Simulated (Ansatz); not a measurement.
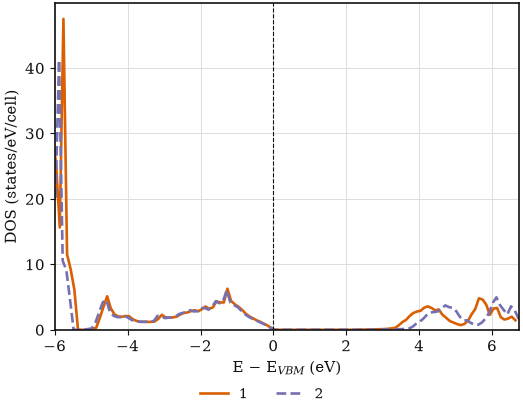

Total densities of states of ZnS, space group P6_3mc (No. 186), 4 atoms in the cell, by two methods on the same cell. Each is counted from its own valence-band top.

Question: Which curve is which? The methods: r2SCAN, PBE.

Answer: 1 is PBE; 2 is r2SCAN. PBE gives a gap of 2.08 eV and r2SCAN gives a gap of 2.64 eV.

Settings. PBE: DFT PBE, scalar-relativistic, plane waves, PAW, no spin polarisation, 9×9×6 k mesh, 420 eV cutoff, Gaussian smearing of 0.02 eV (Ansatz 0.2.0). r2SCAN: DFT r2SCAN, scalar-relativistic, plane waves, PAW, no spin polarisation, 9×9×6 k mesh, 500 eV cutoff (Ansatz).
